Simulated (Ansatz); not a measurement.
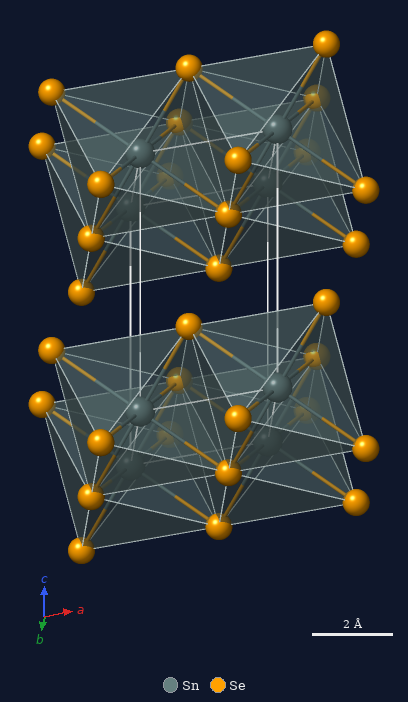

The starting structure (polyhedral view of the cell of the calculation, seen at an oblique angle; polyhedra are completed across the faces of the cell). An atom can appear more than once, as a periodic image.

# Geometry relaxation of SnSe₂

SnSe₂ (3 atoms in the cell), computed with DFT PBE, scalar-relativistic, plane waves, PAW, no spin polarisation (Ansatz 0.2.0).

The structure derives from a Materials Project entry.

### What the program printed
```
Engine: ansatz 0.2.0, x86_64-unknown-linux-gnu
Pseudopotentials: kind: paw
Pseudopotential: Sn, paw, valence charge 14, recommended cutoff 420 eV (normal), Sn.paw.azcp
Pseudopotential: Se, paw, valence charge 16, recommended cutoff 420 eV (normal), Se.paw.azcp
Functional definition: PBE
  parameter kappa = 0.804
  parameter beta = 0.06672455060314922
  exchange = pbe_x(kappa = kappa, mu = beta*pi^2/3)
  correlation = pbe_c(beta = beta)
Crystal: 3 atoms, lattice volume = 90.496 Å³
Basis set: ecut = 420 eV, 1787 PW (Γ), exchange–correlation on 54×54×96 points (8 copies of the dense FFT grid, shifted against one another)
Bands: 28, of which v1, the nominal top of the filled ones, is band 23 counted from 1 (22 counted from 0)
Symmetry: 12 space group operations
Space group: P-3m1 (ITA 164), of the structure as read, at distance tolerance 4.5e-5 Å
k-points: 69 of 576
Non-local potential: Sn, projectors of the file, l = 0: 2, l = 1: 2, l = 2: 2, l = 3: 2
Non-local potential: Se, projectors of the file, l = 0: 2, l = 1: 2, l = 2: 3, l = 3: 1
PAW form: soft (Blöchl's): semilocal exchange-correlation on the pseudo side does not see the compensation charge
PAW one-centre angular grid: Sn, 590 points (default); XC on 64 Gauss nodes
PAW one-centre angular grid: Se, 590 points (default); XC on 64 Gauss nodes
Initial density: superposition of atomic densities (neutral atoms: chi_scale 0, normalization atom), corrected by the library's trained network
Initial wavefunctions: pseudopotential atomic-orbital guess
Functional: x = pbe(κ = 0.804, μ = 0.2195149727645171), c = pbe(β = 0.06672455060314922)
SCF iter   1: F=—  HF=-16963.398094 eV  |F-HF|=—  |Δ(HF+E_count)|=         —  Δρ=1.44e-3  dr2=3.22e-3  ethr=1.77e-3  ⟨swp⟩=6.8  Hψ=8693  notcnv=0
preconditioner: auto → Resta (q_TF=auto, 2.437 Å⁻¹)  ε∞=2.6  [insulator: Δε(μ)=0.707 eV  Ē_g=15.855 eV  σ=0.020 eV  W_gap=1.00  n_scr=22 (ndim 8)  ℏωp=19.9 eV  f_vac=0.190  D(μ)=0.00/eV (n_scr^D=0)  ε∞_Penn≈2.6]
SCF iter   2: F=—  HF=-16963.397154 eV  |F-HF|=—  |Δ(HF+E_count)|=   9.40e-4  Δρ=6.51e-4  dr2=2.05e-4  ethr=7.00e-6  ⟨swp⟩=2.9  Hψ=4344  notcnv=0  defer=69
SCF iter   3: F=—  HF=-16963.397307 eV  |F-HF|=—  |Δ(HF+E_count)|=   1.53e-4  Δρ=3.52e-4  dr2=5.35e-5  ethr=4.46e-7  ⟨swp⟩=2.0  Hψ=3442  notcnv=0  defer=69
SCF iter   4: F=—  HF=-16963.397370 eV  |F-HF|=—  |Δ(HF+E_count)|=   6.31e-5  Δρ=8.11e-5  dr2=4.19e-6  ethr=1.16e-7  ⟨swp⟩=2.0  Hψ=2388  notcnv=0  defer=69
SCF iter   5: F=—  HF=-16963.397379 eV  |F-HF|=—  |Δ(HF+E_count)|=   9.01e-6  Δρ=1.57e-5  dr2=2.89e-7  ethr=9.11e-9  ⟨swp⟩=2.0  Hψ=3400  notcnv=0  defer=69
SCF iter   6: F=-16963.397380 eV  HF=-16963.397380 eV  |F-HF|=1.19e-7  |Δ(HF+E_count)|=   9.68e-7  Δρ=5.22e-6  dr2=4.83e-8  ethr=2.17e-10  ⟨swp⟩=13.0  Hψ=15481  notcnv=0
SCF 1 converged in 6 iterations: F = -16963.397380 eV  dr2 = 4.83e-8
  greatest PAW one-centre occupation: 1.000 electrons in one spin orbital (limit 2), on the Se atom at site 2 (counted from 0), in its partial waves of l = 2
relax step   1: F+E_penalty+E_count = -16963.39737998 eV  Δ(F+E_penalty+E_count) = +0.000e0 eV  max|allowed force component| = 9.863e-4 eV/Å  Δτ_max = 0.0000 Å  P = +0.014 GPa  Ω = 90.496 Å³  (6 SCF iters, dr2 threshold 1.00e-7 eV, accepted)
Initial density: handed on by an earlier stage of this run
Initial wavefunctions: pseudopotential atomic-orbital guess (no wavefunctions were taken with the density)
iter 1 solved again at ethr=1.49e-7 eV; its pass at ethr=3.10e-3 eV (dr2=6.83e-5 eV) is discarded
SCF iter   1: F=—  HF=-16963.397408 eV  |F-HF|=—  |Δ(HF+E_count)|=         —  Δρ=5.25e-6  dr2=4.97e-8  ethr=1.49e-7  ⟨swp⟩=3.1  Hψ=13742  notcnv=0
preconditioner: auto → Resta (q_TF=auto, 2.437 Å⁻¹)  ε∞=2.6  [insulator: Δε(μ)=0.699 eV  Ē_g=15.876 eV  σ=0.020 eV  W_gap=1.00  n_scr=22 (ndim 8)  ℏωp=19.9 eV  f_vac=0.191  D(μ)=0.00/eV (n_scr^D=0)  ε∞_Penn≈2.6]
SCF iter   2: F=—  HF=-16963.397380 eV  |F-HF|=—  |Δ(HF+E_count)|=   2.78e-5  Δρ=3.40e-6  dr2=2.01e-8  ethr=1.08e-10  ⟨swp⟩=2.4  Hψ=3654  notcnv=0
SCF iter   3: F=—  HF=-16963.397380 eV  |F-HF|=—  |Δ(HF+E_count)|=   6.51e-8  Δρ=1.53e-6  dr2=4.93e-9  ethr=4.38e-11  ⟨swp⟩=2.0  Hψ=2407  notcnv=0
SCF iter   4: F=—  HF=-16963.397380 eV  |F-HF|=—  |Δ(HF+E_count)|=   1.35e-8  Δρ=3.02e-7  dr2=9.38e-11  ethr=1.07e-11  ⟨swp⟩=2.2  Hψ=2534  notcnv=0
SCF iter   5: F=-16963.397380 eV  HF=-16963.397380 eV  |F-HF|=1.82e-11  |Δ(HF+E_count)|=  1.78e-10  Δρ=1.05e-7  dr2=8.13e-12  ethr=1.00e-12  ⟨swp⟩=6.5  Hψ=9083  notcnv=0
SCF 2 converged in 5 iterations: F = -16963.397380 eV  dr2 = 8.13e-12
relax step   2: F+E_penalty+E_count = -16963.39738001 eV  Δ(F+E_penalty+E_count) = -3.129e-8 eV  max|allowed force component| = 9.700e-4 eV/Å  Δτ_max = 0.0000 Å  P = +0.014 GPa  Ω = 90.496 Å³  stress off target by 2.19e-2 GPa  SCF on the basis re-selected at this cell (its energy is not comparable with the rows above)  (5 SCF iters)
```

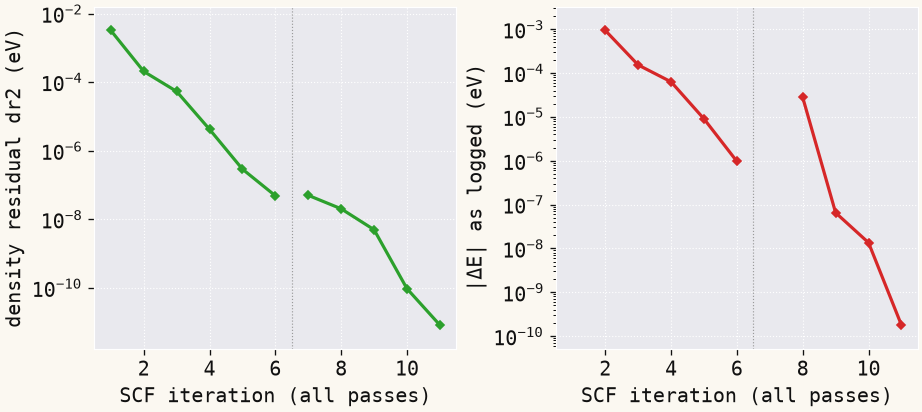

Convergence of the self-consistent field: density residual dr2 and size of the energy change against the SCF iteration. The dotted lines part the SCF passes of the relaxation: geometry steps, rejected trials and re-solves on a re-selected basis. The passes take 6 and 5 iterations.

```
basis re-selected at this cell: Δ(F+E_penalty+E_count) = -3.129e-8 eV, ΔP = +0.000 GPa vs the last step (what re-selecting the basis moved, of the pressure what is left beyond the Pulay correction that the steps carried, after the strain that the cell walked since its last selection, with what the two solves' SCF thresholds leave and, on support functions, any second-order correction that the steps lacked; it is no measure of the basis error at this ecutwfc). This SCF's stress stands 2.19e-2 GPa from its target on what of the cell is left free (relax.cell.stress_tol is 5.00e-2 GPa) and its largest allowed force component is 9.70e-4 eV/Å (relax.f_tol is 5.00e-3 eV/Å): within both
SCF converged after 5 iterations
Free energy (F): -16963.397380 eV
Harris-Foulkes:  -16963.397380 eV  (|F-HF|=1.82e-11)
Internal energy: -16963.397380 eV  (E = F + TS)
E sigma→0 (E₀):  -16963.397380 eV
Fermi energy:    6.277903 eV
--- Per-component energies (eV) ---
  E_band       = -949.169747
  E_kinetic    = 422.918057
  E_local      = -7001.244716  (includes V_loc(G=0)·N_el)
  E_nonlocal   = -1222.381329
  E_hartree    = 3533.257260
  E_xc         = -588.819148
  E_vxc        = -289.924674  (∫ρ·V_xc dr)
  E_paw        = -7963.791697  (= ΣΔE_a)
  E_vpaw       = 74.949546  (= ΣTr[D̂ρ^β])
  E_aug_tail   = -0.001205  (compensation charges beyond the density's cutoff)
  E_ewald      = -4143.334601
  E_smearing   = -0.000000  (= −TS)
  E_closure    = 0.000000  (closes the sum)
  Σ components = -16963.397380   (vs F -16963.397380, Δ=0.00e0)
--- Forces (eV/Å), atoms counted from 1 ---
  atom   1  Sn    -0.00000000     0.00000000     0.00000000
  atom   2  Se     0.00000000    -0.00000000    -0.00097001
  atom   3  Se     0.00000000     0.00000000     0.00097001
  max |Σ_I F_I| component: 9.25e-18 eV/Å
--- Stress (GPa, compression-positive) ---
        0.009711      -0.000000       0.000000
        0.000000       0.009711       0.000000
        0.000000       0.000000       0.021879
  P = ⅓ Tr σ = 0.0138 GPa (0.138 kbar)
--- Band table (eV; the first three rows and the last of 69) ---
  k-point 0: bands = ["-40.7257", "-40.7257", "-40.7257", "-40.7257", "-40.6961", "-40.6961", "-40.6958", "-40.6958", "-40.6849", "-40.6848", "-15.1827", "-15.1827", "-15.1508", "-15.1415", "-15.1415", "-7.4249", "-6.0958", "0.2237", "5.4152", "5.4622", "5.4622", "5.8089", "5.8089", "7.0209", "9.0200", "10.5200", "10.5200", "13.1465"]
  k-point 1: bands = ["-40.7257", "-40.7257", "-40.7257", "-40.7257", "-40.6961", "-40.6961", "-40.6958", "-40.6958", "-40.6849", "-40.6848", "-15.1827", "-15.1827", "-15.1508", "-15.1415", "-15.1415", "-7.4025", "-6.1397", "0.3687", "4.8501", "5.4494", "5.4494", "5.8289", "5.8289", "7.5364", "8.9878", "10.4818", "10.4818", "13.3774"]
  k-point 2: bands = ["-40.7257", "-40.7257", "-40.7257", "-40.7257", "-40.6961", "-40.6961", "-40.6958", "-40.6958", "-40.6849", "-40.6848", "-15.1827", "-15.1827", "-15.1508", "-15.1415", "-15.1415", "-7.3786", "-6.1846", "0.5289", "4.4148", "5.4378", "5.4378", "5.8478", "5.8478", "7.9240", "8.9367", "10.4444", "10.4444", "13.6850"]
  k-point 68: bands = ["-40.7255", "-40.7254", "-40.7254", "-40.7254", "-40.6962", "-40.6960", "-40.6960", "-40.6959", "-40.6846", "-40.6846", "-15.1937", "-15.1937", "-15.1424", "-15.1424", "-15.1245", "-5.6437", "-5.6437", "-1.0552", "2.3303", "2.3303", "2.7336", "5.3425", "5.3425", "7.9258", "10.7198", "10.7198", "12.1480", "14.2091"]
--- Relaxed structure (1 steps of the walk, 1 accepted, 1 SCFs on fresh bases) ---
  F+E_penalty+E_count = -16963.39738001 eV   max|allowed force component| = 9.700e-4 eV/Å   (the final SCF, on the basis selected at the relaxed cell)
  cell:  # Å, volume = 90.4960 Å³
    - [3.871672312468913, -2.886741084001831e-11, 0.0]
    - [-1.9358361562094566, 3.3529665777413555, 0.0]
    - [0.0, 0.0, 6.9711010795]
  atoms:
    - { symbol: Sn, position: [0.0, 0.0, 0.0] }
    - { symbol: Se, position: [0.6666666666666666, 0.33333333333333326, 0.7712614540999999] }
    - { symbol: Se, position: [0.3333333333333333, 0.6666666666666665, 0.22873854589999998] }
```

### Trajectory as extended XYZ (Å, eV, eV/Å), 2 frames, from step=1 to step=2
```
3
Lattice="3.8717 0.0000 0.0000 -1.9358 3.3530 0.0000 0.0000 0.0000 6.9711" Properties=species:S:1:pos:R:3:forces:R:3 step=1 energy=-16963.39738 pressure_GPa=0.01
Sn    0.0000    0.0000    0.0000    0.0000   0.0000   0.0000
Se    1.9358    1.1177    5.3765    0.0000   0.0000  -0.0010
Se    0.0000    2.2353    1.5946    0.0000   0.0000   0.0010
3
Lattice="3.8717 0.0000 0.0000 -1.9358 3.3530 0.0000 0.0000 0.0000 6.9711" Properties=species:S:1:pos:R:3:forces:R:3 step=2 energy=-16963.39738 pressure_GPa=0.01
Sn    0.0000    0.0000    0.0000    0.0000   0.0000   0.0000
Se    1.9358    1.1177    5.3765    0.0000   0.0000  -0.0010
Se    0.0000    2.2353    1.5946    0.0000   0.0000   0.0010
```

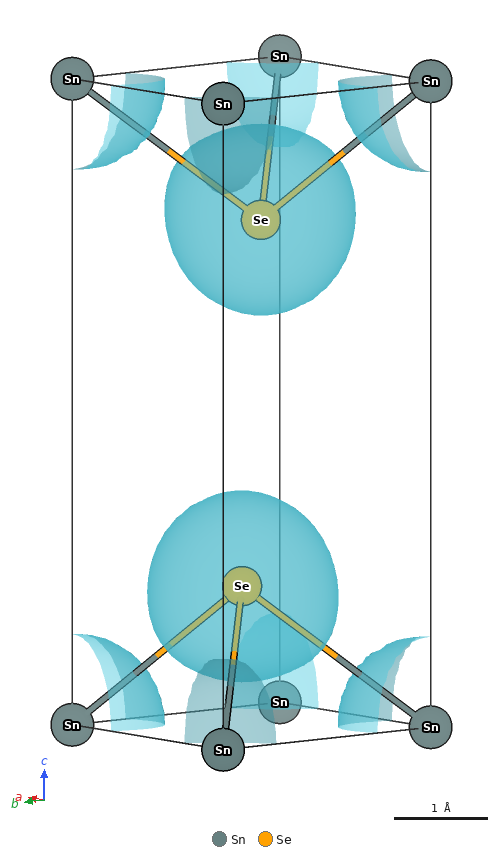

Isosurface of the valence pseudo-density at 0.5 e/Å³ (cyan), seen at an oblique angle. Sticks mark near contacts. The outline is the cell set on symmetry axes. At this value the density breaks into separate islands; it holds about 80 % of the electrons treated as valence (semicore included). It is pinched off along the Sn–Se (2.75 Å) contacts. On the grid the lowest density along these lines, outside the cores, is 0.36 e/Å³ (Sn–Se, 2.75 Å). In a PAW calculation such maps are meaningful between the atoms, not at the nuclei.

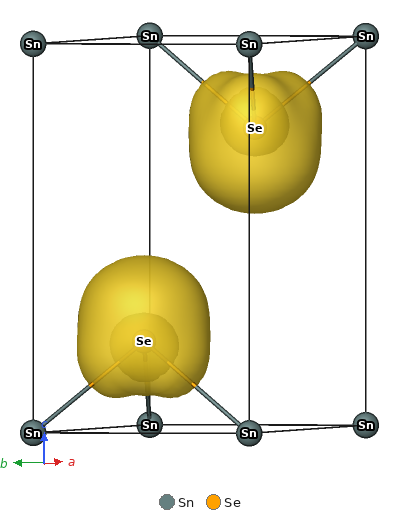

Isosurface of the ELF at 0.7 (yellow), seen at an oblique angle. Core shells and regions of very low density are left out. Sticks mark near contacts. The outline is the cell set on symmetry axes. Along the contacts the grid gives the following. Sn–Se (2.75 Å): the ELF is about 0.60 at the midpoint.

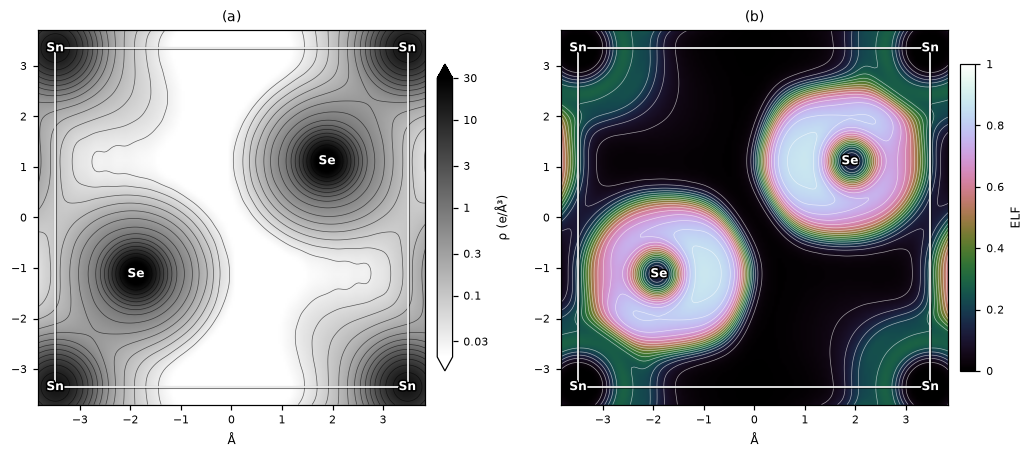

(a) valence charge density (pseudo); (b) electron localisation function on the (110) plane of the conventional cell. Atoms in the plane: Sn and Se. Sn–Se (2.75 Å): ρ is about 0.37 e/Å³ halfway; the ELF is about 0.60 at the midpoint. Away from the nuclei the density in this plane falls to 0.003 e/Å³ at its lowest.

The run was set up as follows.

### Input file
```yaml
crystal:
  lattice:
    - [3.8716723125, 0.0, 0.0]
    - [-1.9358361562, 3.3529665777, 0.0]
    - [0.0, 0.0, 6.9711010795]
  atoms:
    - { symbol: Sn, position: [0.0, 0.0, 0.0] }
    - { symbol: Se, position: [0.6666666667, 0.3333333333, 0.7712614541] }
    - { symbol: Se, position: [0.3333333333, 0.6666666667, 0.2287385459] }
basis:
  ecutwfc: 420
kpoints:
  mp_grid: { grid: [12, 12, 4] }
hamiltonian:
  xc: pbe
scf:
  occupations: { method: gaussian, width: 0.02 }
output:
  forces: true
  stress: true
  eigenvalues: true
  write_density: true
  write_potential: true
  elf: true
  volumetric_format: npy
relax:
  adjacent_minimum: "off"
  f_tol: 0.005
  max_steps: 80
  cell: { stress_tol: 0.05 }
```

Command:
```bash
ansatz run input.yaml --threads 2 --pin off --max-ram 5120MiB --backend cpu --events-out ev --progress --plain --runs-dir out
```

### Summary

```tsv
quantity	value
outcome	converged
space group (tolerance 0.01 Å)	P-3m1 (164)
electrons treated	46
free energy	−16963.3974 eV
Fermi energy	6.278 eV
gap on the k-point mesh	0.70 eV
pressure	0.01 GPa
final volume	90.50 Å³
largest force (length of the vector) at the end	0.001 eV/Å
final cell	a = 3.872 Å, b = 3.872 Å, c = 6.971 Å, α = 90.00°, β = 90.00°, γ = 120.00°
hardware	2 threads of AMD EPYC (Zen 3), 32 GiB of memory available, shared host
wall time	9.9 s (CPU time 19 s)
peak memory	0.53 GiB
```
